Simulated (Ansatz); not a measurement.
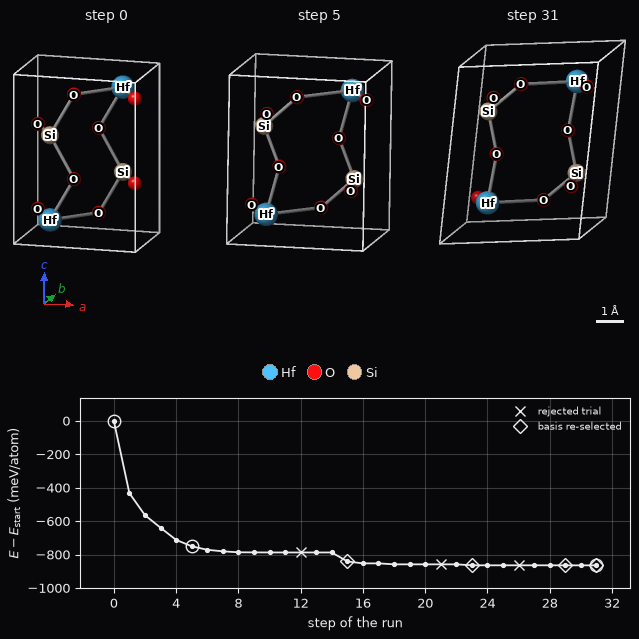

Frames of a relaxation of solid HfSiO4 (built on the tetragonal host type), marked on the history of the run. The picture is a ball-and-stick view of the cell of the calculation, seen slightly off an axis.

All numbers below come from Ansatz 0.2.0, DFT, PBE, plane waves, PAW. (plane-wave cutoff 420 eV; k-point mesh 6 × 8 × 4; occupations fermi dirac; smearing width 0.02 eV; no spin polarisation; cell and atoms relaxed; force threshold 0.005 eV/Å)

What happens along the run?

Answer. The largest moves relative to the cell, 0.94 Å, are those of O atoms. Largest moves by element: O 0.94 Å, Si 0.60 Å, Hf 0.51 Å. The volume changes by +33.1 %, with a 4.720 → 5.431 Å (+15.0 %), b 3.248 → 3.632 Å (+11.8 %), c 6.495 → 6.871 Å (+5.8 %), β 90.0° → 77.9°. Some distances before and after: O–Si 2.163 → 3.882 Å, Hf–Hf 3.293 → 4.710 Å, Hf–O 2.163 → 3.519 Å, O–Si 2.163 → 3.294 Å. Bonds break, among them: Hf–O (2.16 → 3.52 Å). Bond angles that change, for instance: O–Si–O 71.2° → 115.9°, O–Si–O 168.5° → 124.1°, O–Si–O 120.3° → 159.1°. The space group stays P2_1/m (No. 11). After 24 accepted moves (31 points after the start) the energy has fallen by 864 meV per atom. Largest force component: 6.4 eV/Å at the start, 0.00088 eV/Å at the end. The pressure goes from 66.20 to 0.00 GPa. The line search rejected the trial steps at points 12, 21, 26 of the run. At 4 points the geometry stayed and the basis and grid were re-selected for the new cell (energy shift of 53.7 meV per atom at most each time). Cost: 2.4 min on 1 × NVIDIA H100 80GB HBM3 with 2 threads of AMD EPYC 7R13 Processor (Zen 3) (shared host), peak memory 1.3 GiB. From step 0 to 5: O atoms move most (0.74 Å), volume +20.8 %, energy −750 meV per atom. From step 5 to 31: O atoms move most (0.44 Å), volume +10.2 %, energy −114 meV per atom.
